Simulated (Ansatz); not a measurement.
**Two runs on WSe**

System: WSe (Pm-3m, 2 atoms in the cell).
Method of the first run: DFT PBEsol, scalar-relativistic, plane waves, PAW, spin-polarised (Ansatz 0.2.0).

The structure was built on a prototype by a generator; it need not be a known phase. Text and figures count atoms from 1; the logs count them from 0 in places.

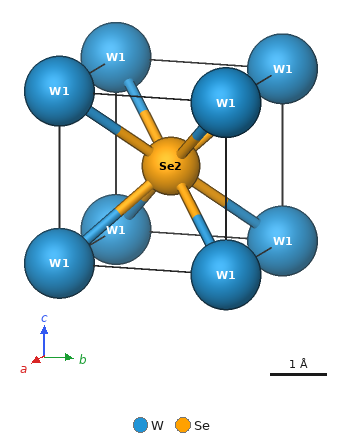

**Figure 1.** The input geometry (ball-and-stick view of the cell of the calculation, seen slightly off an axis; atoms are numbered from 1 in the order of the input). An atom can appear more than once, as a periodic image. Near neighbours in the periodic cell (some may lie outside the picture): W has 8 Se at 2.75 Å; Se has 8 W at 2.75 Å.

**Input, the first run**
```yaml
crystal:
  lattice:
    - [3.1731797276, 0.0, 0.0]
    - [0.0, 3.1731797276, 0.0]
    - [0.0, 0.0, 3.1731797276]
  atoms:
    - { symbol: W, position: [0.0, 0.0, 0.0], spin: 2.5 }
    - { symbol: Se, position: [0.5, 0.5, 0.5] }
basis:
  ecutwfc: 420
kpoints:
  mp_grid: { grid: [14, 14, 14] }
hamiltonian:
  xc: pbesol
scf:
  occupations: { method: gaussian, width: 0.1 }
  lower_state_search: "off"
output:
  forces: true
  stress: true
  eigenvalues: true
  populations: true
magnetization:
  spin_polarized: true
```

Command:
```bash
ansatz run input.yaml --threads 1 --pin off --max-ram 2560MiB --backend cpu --events-out ev --progress --plain --runs-dir out
```

Hardware: 1 thread of Intel Xeon @ 2.50GHz (Skylake/Cascade Lake), 189 GiB of memory available, shared host.

**Output, shortened to warnings, some set-up lines, iterations and results (the first run)**
```
WARN: the starting moments were not kept: the SCF closed with an absolute magnetisation of 1.5e-6 μB, where they sum to 2.5 μB in size (1 site). That is at most 0.1 of that sum. Measured as dr2_m measures the in/out step, that magnetisation stands 4.9e-13 eV from none, at or under the dr2_threshold of 1.0e-7 eV: it is no larger than a step whose dr2_m would equal this threshold. The system may …
Basis set: ecut = 420 eV, 619 PW (Γ), exchange–correlation on 48×48×48 points (8 copies of the dense FFT grid, shifted against one another)
Symmetry: 48 space group operations
k-points: 120 of 2744
Initial density: superposition of atomic densities (chi_scale 0.1, normalization cell)
[...]
SCF iter   1: F=—  HF=-15679.431998 eV  |F-HF|=—  |Δ(HF+E_count)|=         —  Δρ=7.56e-2 (↑7.56e-2 ↓6.93e-2)  dr2=1.98e-1  dr2_m=1.48e0  M=0.775 μB ∫|m|=0.855 μB  β_m=0.30  …
SCF iter   2: F=—  HF=-15679.631137 eV  |F-HF|=—  |Δ(HF+E_count)|=   1.99e-1  Δρ=5.65e-2 (↑5.65e-2 ↓5.21e-2)  dr2=1.21e-1  dr2_m=8.31e-1  M=0.636 μB ∫|m|=0.712 μB  β_m=0.30  …
SCF iter   3: F=—  HF=-15679.730686 eV  |F-HF|=—  |Δ(HF+E_count)|=   9.95e-2  Δρ=4.04e-2 (↑3.90e-2 ↓4.04e-2)  dr2=1.58e-3  dr2_m=4.61e-1  M=0.531 μB ∫|m|=0.601 μB  β_m=0.30  …
SCF iter   4: F=—  HF=-15679.804488 eV  |F-HF|=—  |Δ(HF+E_count)|=   7.38e-2  Δρ=3.05e-2 (↑3.05e-2 ↓3.05e-2)  dr2=5.40e-4  dr2_m=2.73e-1  M=0.425 μB ∫|m|=0.490 μB  β_m=0.30  …
SCF iter   5: F=—  HF=-15679.851785 eV  |F-HF|=—  |Δ(HF+E_count)|=   4.73e-2  Δρ=2.34e-2 (↑2.34e-2 ↓2.34e-2)  dr2=5.77e-5  dr2_m=1.60e-1  M=0.349 μB ∫|m|=0.407 μB  β_m=0.30  …
[... 7 lines ...]
SCF iter  13: F=—  HF=-15679.935849 eV  |F-HF|=—  |Δ(HF+E_count)|=   5.81e-5  Δρ=2.18e-5 (↑2.18e-5 ↓2.03e-5)  dr2=4.39e-7  dr2_m=5.68e-8  M=0.000 μB ∫|m|=0.000 μB  β_m=0.83  …
SCF iter  14: F=-15679.935849 eV  HF=-15679.935849 eV  |F-HF|=6.59e-9  |Δ(HF+E_count)|=   1.56e-7  Δρ=8.56e-6 (↑6.96e-6 ↓8.56e-6)  dr2=1.03e-8  dr2_m=1.57e-8  M=-0.000 μB …
SCF iter  15: F=-15679.935849 eV  HF=-15679.935849 eV  |F-HF|=2.00e-11  |Δ(HF+E_count)|=   9.07e-9  Δρ=1.49e-6 (↑1.36e-6 ↓1.49e-6)  dr2=5.47e-10  dr2_m=4.68e-10  M=-0.000 μB …
SCF iter  16: F=-15679.935849 eV  HF=-15679.935849 eV  |F-HF|=3.64e-12  |Δ(HF+E_count)|=  3.82e-10  Δρ=1.69e-7 (↑1.61e-7 ↓1.69e-7)  dr2=5.62e-12  dr2_m=6.10e-12  M=-0.000 μB …
SCF 1 converged in 16 iterations: F = -15679.935849 eV  dr2 = 5.62e-12
SCF converged after 16 iterations
Magnetization: -0.0000 μB (15.0000 up, 15.0000 down)
Absolute magnetization: 0.0000 μB (∫|ρ↑−ρ↓|, with the PAW one-centre terms)
Spin contamination: 0.0000 ħ² per cell (⟨S²⟩ above its minimum at these occupations)
Per-site moments (μB) at R_I (Å): [(-7.959901735291152e-7, 1.1335723801360962), (-4.7579296976252066e-8, 1.1335723801360962)]
Free energy (F): -15679.935849 eV
Harris-Foulkes:  -15679.935849 eV  (|F-HF|=3.64e-12)
Internal energy: -15679.927242 eV  (E = F + TS)
E sigma→0 (E₀):  -15679.931546 eV
Entropy (-TS):   -0.008607 eV (-4.303 meV/atom)
Fermi energy:    19.506441 eV
--- Per-component energies (eV) ---
  E_band       = -357.110484
  E_kinetic    = 570.427224
  E_local      = -2440.875046  (includes V_loc(G=0)·N_el)
  E_nonlocal   = -585.208917
  E_hartree    = 1174.982728
  E_xc         = -368.694376
  E_vxc        = -337.143275  (∫ρ·V_xc dr)
  E_paw        = -10306.775802  (= ΣΔE_a)
  E_vpaw       = 85.724798  (= ΣTr[D̂ρ^β])
  E_aug_tail   = -0.000665  (compensation charges beyond the density's cutoff)
  E_ewald      = -3725.012632
  E_core_change = 1.230243  (= ΣΔE_core)
  E_smearing   = -0.008607  (= −TS)
  E_closure    = 0.000000  (closes the sum)
  Σ components = -15679.935849   (vs F -15679.935849, Δ=0.00e0)
--- Forces (eV/Å), atoms counted from 1 ---
  atom   1  W     -0.00000000    -0.00000000     0.00000000
  atom   2  Se    -0.00000000    -0.00000000    -0.00000000
  max |Σ_I F_I| component: 3.83e-30 eV/Å
--- Stress (GPa, compression-positive) ---
      -11.460733       0.000000       0.000000
        0.000000     -11.460733       0.000000
        0.000000      -0.000000     -11.460733
  P = ⅓ Tr σ = -11.4607 GPa (-114.607 kbar)
--- Löwdin populations: 2 sites ---
  site symbol       q [e]    m [muB]
     0      W     13.8709    -0.0000
     1     Se     15.9082     0.0000
  spilling = 0.007363 (of n_electrons = 30.000000)
```

The input of the second run differs as follows (lines with − go, lines with + come):
```diff
-    - [3.1731797276, 0.0, 0.0]
-    - [0.0, 3.1731797276, 0.0]
-    - [0.0, 0.0, 3.1731797276]
+    - [3.1121418423, 0.0, 0.0]
+    - [0.0, 3.1121418423, 0.0]
+    - [0.0, 0.0, 3.1121418423]
```

What does this change do to the results?

With the same functional and potentials, the second run lies 34.2 meV per atom lower. The pressure goes from −11.46 to 0.00 GPa. The volume per atom goes from 15.98 to 15.07 Å³. The cell is scaled evenly with the atoms at fixed fractional positions, so −ΔP/Δ ln V estimates the bulk modulus midway between the two volumes: about 200 GPa. The SCF takes 15 iterations against 16.

**Output, shortened to warnings, some set-up lines, iterations and results (the second run)**
```
WARN: the starting moments were not kept: the SCF closed with an absolute magnetisation of 2.1e-6 μB, where they sum to 2.5 μB in size (1 site). That is at most 0.1 of that sum. Measured as dr2_m measures the in/out step, that magnetisation stands 7.8e-13 eV from none, at or under the dr2_threshold of 1.0e-7 eV: it is no larger than a step whose dr2_m would equal this threshold. The system may …
Basis set: ecut = 420 eV, 619 PW (Γ), exchange–correlation on 48×48×48 points (8 copies of the dense FFT grid, shifted against one another)
Symmetry: 48 space group operations
k-points: 120 of 2744
Initial density: superposition of atomic densities (chi_scale 0.1, normalization cell)
[...]
SCF iter   1: F=—  HF=-15679.469711 eV  |F-HF|=—  |Δ(HF+E_count)|=         —  Δρ=7.93e-2 (↑7.93e-2 ↓7.42e-2)  dr2=2.04e-1  dr2_m=1.57e0  M=0.674 μB ∫|m|=0.754 μB  β_m=0.30  …
SCF iter   2: F=—  HF=-15679.688967 eV  |F-HF|=—  |Δ(HF+E_count)|=   2.19e-1  Δρ=5.93e-2 (↑5.93e-2 ↓5.56e-2)  dr2=1.24e-1  dr2_m=8.77e-1  M=0.539 μB ∫|m|=0.613 μB  β_m=0.30  …
SCF iter   3: F=—  HF=-15679.798715 eV  |F-HF|=—  |Δ(HF+E_count)|=   1.10e-1  Δρ=4.26e-2 (↑4.14e-2 ↓4.26e-2)  dr2=1.46e-3  dr2_m=4.86e-1  M=0.438 μB ∫|m|=0.504 μB  β_m=0.30  …
SCF iter   4: F=—  HF=-15679.877739 eV  |F-HF|=—  |Δ(HF+E_count)|=   7.90e-2  Δρ=3.18e-2 (↑3.17e-2 ↓3.18e-2)  dr2=5.40e-4  dr2_m=2.79e-1  M=0.353 μB ∫|m|=0.410 μB  β_m=0.30  …
SCF iter   5: F=—  HF=-15679.925676 eV  |F-HF|=—  |Δ(HF+E_count)|=   4.79e-2  Δρ=2.39e-2 (↑2.39e-2 ↓2.39e-2)  dr2=6.97e-5  dr2_m=1.57e-1  M=0.298 μB ∫|m|=0.345 μB  β_m=0.30  …
[... 6 lines ...]
SCF iter  12: F=—  HF=-15680.004283 eV  |F-HF|=—  |Δ(HF+E_count)|=   5.65e-6  Δρ=1.68e-4 (↑1.68e-4 ↓8.86e-5)  dr2=1.54e-5  dr2_m=3.17e-6  M=0.003 μB ∫|m|=0.004 μB  β_m=0.64  …
SCF iter  13: F=—  HF=-15680.004285 eV  |F-HF|=—  |Δ(HF+E_count)|=   2.02e-6  Δρ=3.41e-5 (↑3.41e-5 ↓2.07e-5)  dr2=5.81e-7  dr2_m=1.51e-7  M=0.001 μB ∫|m|=0.001 μB  β_m=0.78  …
SCF iter  14: F=-15680.004285 eV  HF=-15680.004285 eV  |F-HF|=3.00e-9  |Δ(HF+E_count)|=   1.44e-7  Δρ=3.26e-6 (↑3.26e-6 ↓2.35e-6)  dr2=4.48e-9  dr2_m=1.65e-9  M=0.000 μB …
SCF iter  15: F=-15680.004285 eV  HF=-15680.004285 eV  |F-HF|=1.09e-11  |Δ(HF+E_count)|=   1.52e-9  Δρ=2.85e-7 (↑2.85e-7 ↓1.85e-7)  dr2=1.01e-11  dr2_m=1.33e-11  M=-0.000 μB …
SCF 1 converged in 15 iterations: F = -15680.004285 eV  dr2 = 1.01e-11
SCF converged after 15 iterations
Magnetization: -0.0000 μB (15.0000 up, 15.0000 down)
Absolute magnetization: 0.0000 μB (∫|ρ↑−ρ↓|, with the PAW one-centre terms)
Spin contamination: 0.0000 ħ² per cell (⟨S²⟩ above its minimum at these occupations)
Per-site moments (μB) at R_I (Å): [(-3.822261487354748e-7, 1.1117674819400756), (-9.001728860156495e-8, 1.1117674819400756)]
Free energy (F): -15680.004285 eV
Harris-Foulkes:  -15680.004285 eV  (|F-HF|=1.09e-11)
Internal energy: -15679.996961 eV  (E = F + TS)
E sigma→0 (E₀):  -15680.000623 eV
Entropy (-TS):   -0.007324 eV (-3.662 meV/atom)
Fermi energy:    20.902129 eV
--- Per-component energies (eV) ---
  E_band       = -318.780283
  E_kinetic    = 574.583054
  E_local      = -2336.073640  (includes V_loc(G=0)·N_el)
  E_nonlocal   = -585.098952
  E_hartree    = 1140.811698
  E_xc         = -370.422648
  E_vxc        = -339.401883  (∫ρ·V_xc dr)
  E_paw        = -10306.955426  (= ΣΔE_a)
  E_vpaw       = 85.588418  (= ΣTr[D̂ρ^β])
  E_aug_tail   = -0.000645  (compensation charges beyond the density's cutoff)
  E_ewald      = -3798.070643
  E_core_change = 1.230243  (= ΣΔE_core)
  E_smearing   = -0.007324  (= −TS)
  E_closure    = -0.000000  (closes the sum)
  Σ components = -15680.004285   (vs F -15680.004285, Δ=0.00e0)
--- Forces (eV/Å), atoms counted from 1 ---
  atom   1  W     -0.00000000     0.00000000    -0.00000000
  atom   2  Se    -0.00000000     0.00000000     0.00000000
  max |Σ_I F_I| component: 7.89e-30 eV/Å
--- Stress (GPa, compression-positive) ---
       -0.002987       0.000000       0.000000
        0.000000      -0.002987       0.000000
       -0.000000       0.000000      -0.002987
  P = ⅓ Tr σ = -0.0030 GPa (-0.030 kbar)
--- Löwdin populations: 2 sites ---
  site symbol       q [e]    m [muB]
     0      W     13.9186    -0.0000
     1     Se     15.8558    -0.0000
  spilling = 0.007520 (of n_electrons = 30.000000)
```

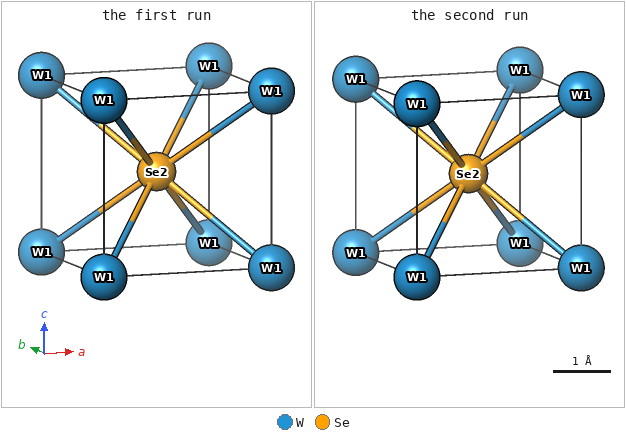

**Figure 2.** The two input geometries at one scale (ball-and-stick view of the cell of the calculation, seen slightly off an axis). The atoms keep their places relative to the cell (all moves are under 0.005 Å). Cell: a = b = c 3.173 → 3.112 Å (−1.9 %). Volume −5.7 %. Among the contacts that change: W1–Se2 2.748 → 2.695 Å.

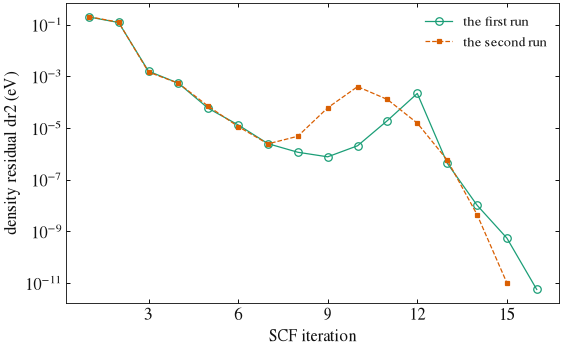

**Figure 3.** Convergence of the two runs: density residual dr2 against the SCF iteration. The first run takes 16 iterations in all, and the second run takes 15.

**The two runs side by side**

| quantity | the first run | the second run |
| --- | --- | --- |
| outcome | converged | converged |
| free energy per atom (eV) | −7839.9679 | −7840.0021 |
| energy per atom, smearing taken to zero (eV) | −7839.9658 | −7840.0003 |
| gap on the mesh (eV) | 0.00 | 0.00 |
| net moment of the cell (μB) | 0.00 | 0.00 |
| absolute moment of the cell (μB) | 0.00 | 0.00 |
| pressure (GPa) | −11.46 | 0.00 |
| volume per atom (Å³) | 15.98 | 15.07 |
| largest force (eV/Å) | 0.000 | 0.000 |
| SCF iterations | 16 | 15 |
| irreducible k-points | 120 | 120 |
| plane waves at Γ | 619 | 619 |
| wall time (shared host) | 39 s | 32 s |

For both runs: Warnings: some starting moments were not kept. Spin–orbit coupling is left out, which matters for W. For the first run: The cell is under a tension of 11.5 GPa at this level, so it is not at its equilibrium volume.
